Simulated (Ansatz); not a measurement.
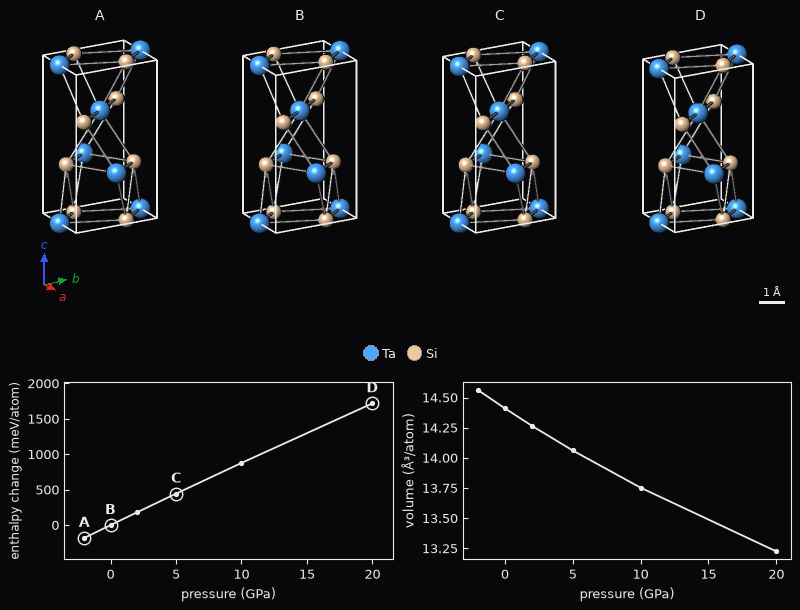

Members of a series of calculations on crystalline TaSi₂ (set up in P6_422), marked on the first curve. The picture is a ball-and-stick view of the cell of the calculation, seen slightly off an axis.

Computed with Ansatz, DFT r2SCAN, scalar-relativistic, plane waves, PAW. Settings: plane-wave cutoff 500 eV; k-point mesh 12 × 12 × 6; occupations gaussian; smearing width 0.1 eV; no spin polarisation.

How does the crystal respond to pressure?

The structure is relaxed at several pressures. A (pressure −2.0 GPa): enthalpy change −181 meV/atom, volume 14.56 Å³ per atom. B (pressure 0.0 GPa): enthalpy change 0.0 meV/atom, volume 14.41 Å³ per atom. C (pressure 5.0 GPa): enthalpy change 444 meV/atom, volume 14.06 Å³ per atom. D (pressure 20.0 GPa): enthalpy change 1720 meV/atom, volume 13.23 Å³ per atom. The rest compares A with D. The drawn cell changes as follows: a = b 4.799 → 4.630 Å (−3.5 %), c 6.573 → 6.411 Å (−2.5 %); the volume changes by −9.2 %. Some distances before and after: Si–Ta 2.840 → 2.737 Å, Si–Ta 2.736 → 2.642 Å, Si–Si 2.631 → 2.546 Å.
